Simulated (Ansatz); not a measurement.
## Single-point calculation, with input and output: Sn₅O₄ (part 2 of 2)

The same run, continued: Sn₅O₄ (slab, 18 atoms in the cell); DFT r2SCAN, scalar-relativistic, plane waves, PAW, no spin polarisation (Ansatz 0.2.0); cutoff 500 eV, 9×6×1 k-mesh, Gaussian smearing of 0.05 eV. The structure derives from an entry of the Crystallography Open Database. It belongs to a series of runs on one base structure; here: (1 0 1) slab cut from the bulk.

Geometry of the input (Å; fractional positions):
```
3.8080  0.0000  0.0000
0.0000  6.2327  0.0000
0.0000  0.0000  27.1642
Sn 0.5000  0.8543  0.2761
Sn 0.0000  0.3323  0.2800
O  0.5000  0.1866  0.3058
O  0.0000  0.3733  0.3613
Sn 0.5000  0.2276  0.3871
Sn 0.0000  0.7056  0.3910
O  0.5000  0.5599  0.4168
O  0.0000  0.7466  0.4723
Sn 0.5000  0.6009  0.4981
Sn 0.0000  0.0789  0.5019
O  0.5000  0.9332  0.5277
O  0.0000  0.1199  0.5832
Sn 0.5000  0.9742  0.6090
Sn 0.0000  0.4522  0.6129
O  0.5000  0.3065  0.6387
O  0.0000  0.4932  0.6942
Sn 0.5000  0.3475  0.7200
Sn 0.0000  0.8255  0.7239
```

### Output, continued
```
  k-point 0: bands = ["-19.8038", "-19.7905", "-19.7460", "-19.7071", "-19.6370", "-19.5462", "-19.4087", "-19.2894", "-19.2748", "-19.2734", "-19.2642", "-19.2630", "-19.2564", "-19.2538", "-19.2517", "-19.2498", "-19.2440", "-19.2364", "-19.2219", "-19.2197", "-19.2175", "-19.2166", "-19.2074", "-19.2039", "-19.2007", "-19.1915", "-19.1896", "-19.1790", "-19.1651", "-19.1625", "-19.1557", "-19.1549", "-19.1425", "-19.1417", "-19.1349", "-19.1307", "-19.1240", "-19.1096", "-19.0977", "-19.0937", "-19.0705", "-19.0658", "-19.0131", "-19.0126", "-18.9694", "-18.9694", "-18.9320", "-18.9320", "-18.9013", "-18.9013", "-18.2357", "-17.9384", "-17.5357", "-17.0862", "-16.6455", "-16.2557", "-15.9535", "-15.7449", "-5.4853", "-5.3638", "-5.2605", "-4.9331", "-4.5447", "-4.4566", "-4.1130", "-3.6657", "-3.5705", "-3.5654", "-3.4311", "-3.2044", "-3.0776", "-2.9740", "-2.9646", "-2.8244", "-2.5483", "-2.3596", "-2.0449", "-1.8425", "-1.3667", "-1.3210", "-0.8621", "-0.8500", "-0.7551", "-0.5901", "-0.5178", "-0.3390", "0.4600", "0.8162", "0.9353", "1.4383", "2.0596", "2.5300", "2.8470", "3.1251", "4.1104", "4.1330", "5.4206", "5.6428", "5.7725", "6.2383", "6.3224", "6.5372", "6.8169", "6.8174", "7.2504", "7.5925", "7.7609", "7.8552", "7.8760", "7.8850", "8.1991", "8.4847", "8.5208"]
  k-point 1: bands = ["-19.8016", "-19.7893", "-19.7454", "-19.7052", "-19.6346", "-19.5447", "-19.4087", "-19.2915", "-19.2707", "-19.2695", "-19.2632", "-19.2620", "-19.2559", "-19.2539", "-19.2536", "-19.2493", "-19.2410", "-19.2358", "-19.2218", "-19.2194", "-19.2176", "-19.2172", "-19.2061", "-19.2037", "-19.1966", "-19.1918", "-19.1880", "-19.1797", "-19.1667", "-19.1644", "-19.1562", "-19.1555", "-19.1453", "-19.1431", "-19.1367", "-19.1306", "-19.1253", "-19.1101", "-19.1024", "-19.0944", "-19.0728", "-19.0688", "-19.0135", "-19.0132", "-18.9700", "-18.9700", "-18.9321", "-18.9320", "-18.9021", "-18.9021", "-18.2299", "-17.9362", "-17.5373", "-17.0902", "-16.6492", "-16.2573", "-15.9536", "-15.7448", "-5.7725", "-5.4583", "-5.1311", "-4.8643", "-4.6703", "-4.5327", "-4.1688", "-3.6933", "-3.4869", "-3.4143", "-3.3029", "-3.1970", "-3.1483", "-2.9206", "-2.8270", "-2.5079", "-2.4151", "-2.3661", "-1.9161", "-1.8463", "-1.3456", "-1.3211", "-0.8874", "-0.8619", "-0.8260", "-0.6622", "-0.5197", "-0.3157", "0.3612", "0.6827", "0.9326", "1.2103", "1.8842", "2.5209", "3.0481", "3.1987", "4.1542", "4.2277", "5.3950", "5.5613", "5.8955", "6.1593", "6.4379", "6.5459", "6.7019", "6.7520", "7.0250", "7.4567", "7.5450", "7.6348", "7.9023", "7.9583", "8.0999", "8.1786", "8.4272"]
  k-point 2: bands = ["-19.7969", "-19.7873", "-19.7442", "-19.7016", "-19.6295", "-19.5417", "-19.4091", "-19.2959", "-19.2619", "-19.2611", "-19.2605", "-19.2595", "-19.2568", "-19.2550", "-19.2533", "-19.2503", "-19.2342", "-19.2330", "-19.2222", "-19.2190", "-19.2189", "-19.2179", "-19.2034", "-19.2027", "-19.1920", "-19.1861", "-19.1860", "-19.1795", "-19.1715", "-19.1705", "-19.1582", "-19.1560", "-19.1505", "-19.1459", "-19.1403", "-19.1305", "-19.1292", "-19.1131", "-19.1096", "-19.0961", "-19.0777", "-19.0747", "-19.0145", "-19.0144", "-18.9711", "-18.9711", "-18.9322", "-18.9322", "-18.9037", "-18.9037", "-18.2180", "-17.9318", "-17.5407", "-17.0982", "-16.6563", "-16.2605", "-15.9539", "-15.7446", "-6.0257", "-5.6697", "-5.1780", "-4.8294", "-4.7853", "-4.6372", "-4.1574", "-3.5704", "-3.4155", "-3.3779", "-3.3477", "-3.1830", "-2.8480", "-2.8339", "-2.4801", "-2.3795", "-2.3285", "-1.8540", "-1.7905", "-1.5489", "-1.3213", "-1.2615", "-0.9767", "-0.8851", "-0.8612", "-0.7971", "-0.5237", "-0.3812", "0.0553", "0.4264", "0.6921", "0.9883", "1.5304", "2.1990", "3.3990", "3.5221", "4.4869", "4.5609", "5.4730", "5.5559", "5.8694", "5.9487", "6.3353", "6.5005", "6.5033", "6.6172", "6.6506", "7.0942", "7.2137", "7.3378", "7.5496", "7.8648", "7.9105", "7.9892", "8.4145"]
  k-point 19: bands = ["-19.7398", "-19.7374", "-19.7308", "-19.7298", "-19.7063", "-19.7017", "-19.6761", "-19.6491", "-19.2751", "-19.2751", "-19.2495", "-19.2487", "-19.2413", "-19.2406", "-19.2393", "-19.2387", "-19.2224", "-19.2223", "-19.2136", "-19.2132", "-19.2106", "-19.2080", "-19.1921", "-19.1919", "-19.1845", "-19.1830", "-19.1631", "-19.1618", "-19.1543", "-19.1538", "-19.1449", "-19.1445", "-19.1370", "-19.1351", "-19.1103", "-19.1098", "-19.1016", "-19.1011", "-19.0819", "-19.0803", "-19.0412", "-19.0411", "-19.0043", "-19.0043", "-18.9826", "-18.9826", "-18.9157", "-18.9157", "-18.8959", "-18.8959", "-17.0079", "-16.9396", "-16.8222", "-16.7136", "-16.6362", "-16.6035", "-16.5649", "-16.5537", "-6.1118", "-6.0900", "-5.7770", "-5.7237", "-5.2747", "-5.2279", "-4.9086", "-4.5732", "-3.9387", "-3.9083", "-3.0129", "-2.9149", "-2.6649", "-2.5659", "-2.4490", "-2.4256", "-2.2599", "-2.2305", "-1.5282", "-1.3503", "-0.8571", "-0.6764", "-0.4559", "-0.3431", "0.0132", "0.0400", "0.2733", "0.2852", "0.6339", "0.6872", "0.9269", "0.9980", "1.0790", "1.1760", "2.2021", "2.2545", "3.5367", "3.7918", "4.0004", "4.0927", "4.6427", "4.8599", "5.4738", "5.6505", "6.0576", "6.4917", "6.9555", "7.0104", "7.8555", "7.9577", "8.0311", "8.0718", "8.1849", "8.5727", "8.6976"]
```

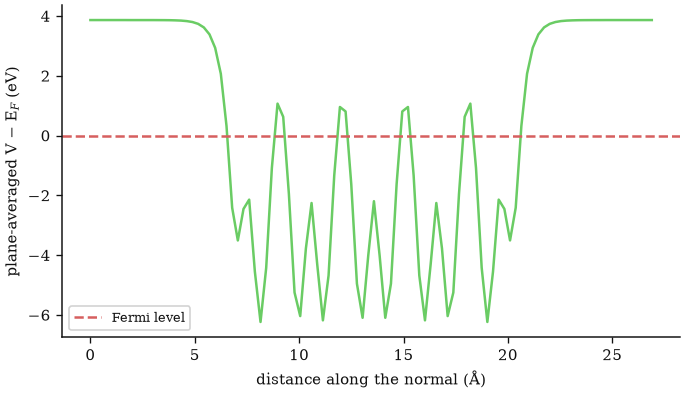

*Plane average of the electrostatic potential energy of an electron across the cell, from the Fermi level.*

The vacuum level lies 3.86 eV above the Fermi level.

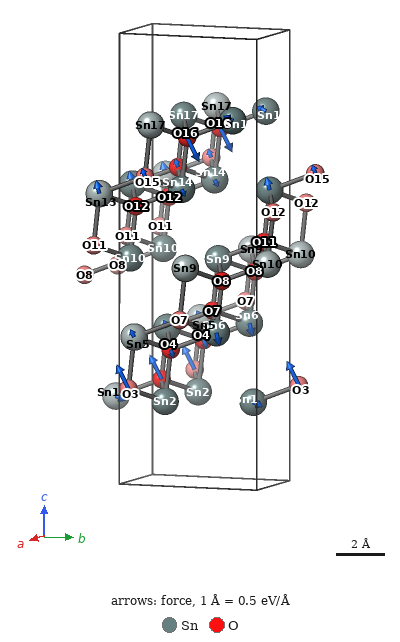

*Forces on the atoms as blue arrows (ball-and-stick view of the cell of the calculation, with the vacuum cut short, seen slightly off an axis; neighbours outside the cell are drawn fainter; atoms are numbered from 1 in the order of the input); the smallest are left out.*

The largest act on O3, O16 (0.58 eV/Å); Sn6, Sn13 (0.30 eV/Å); Sn1, Sn18 (0.24 eV/Å); O4, O15 (0.20 eV/Å), among others. The geometry is not a stationary point of this energy.

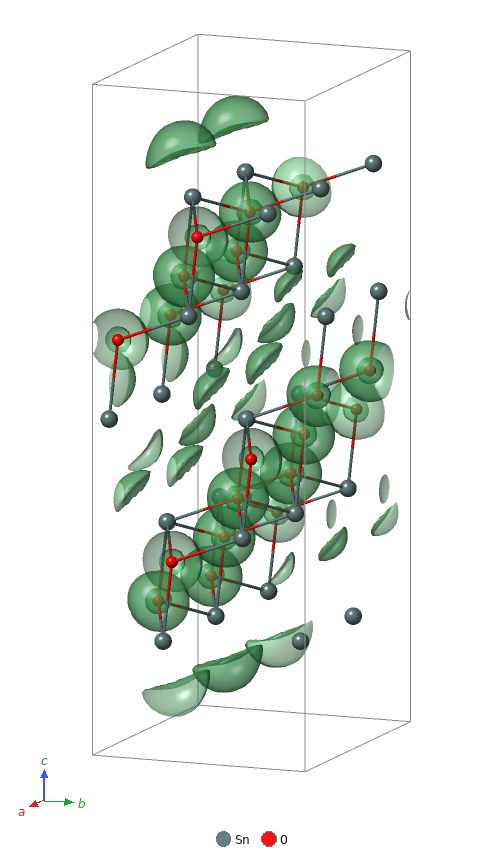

*Isosurface of the ELF at 0.7 (green), seen slightly off an axis. Only the valence region is drawn (cores and ρ < 0.01 e/Å³ removed). Sticks mark near contacts.*

Values along the shortest contacts: Sn–O (2.22 Å): the ELF is about 0.20 at the midpoint; no shared pair; the contact is polar. Core electrons are frozen (PAW), so the fields are smoothed inside the atomic spheres.

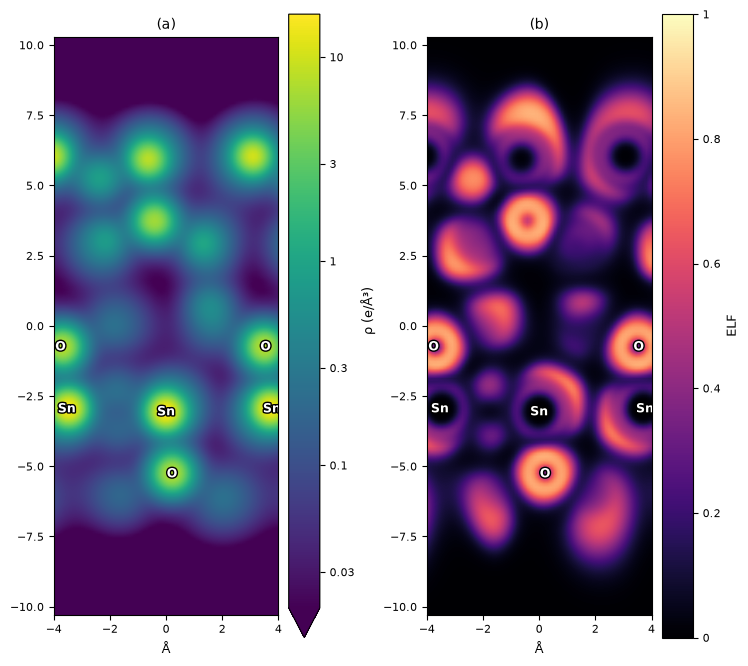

*(a) valence charge density (pseudo); (b) electron localisation function on the (110) plane of the calculation cell, a cut from vacuum to vacuum.*

The section cuts through O and Sn sites. Sn–O (2.22 Å): the density is about 0.46 e/Å³ at the midpoint; the ELF is about 0.20 at the midpoint; a polar contact without a shared pair, in a metal. The density dies away to nearly zero in the vacuum.

### Key numbers

| quantity | value |
| --- | --- |
| outcome | converged |
| electrons treated | 188 |
| free energy | −64932.3570 eV |
| work function, top face | 3.86 eV |
| work function, bottom face | 3.86 eV |
| Fermi energy | 3.633 eV |
| gap on the k-point mesh | none (metallic) |
| work function (upper face) | 3.86 eV |
| largest force (length of the vector) | 0.580 eV/Å |
| wall time | 1.8 min (CPU time 3.6 min) |
| peak memory | 2.9 GiB |

### Notes

Warnings of the run: the exchange-correlation potential is rough where the density is thin.
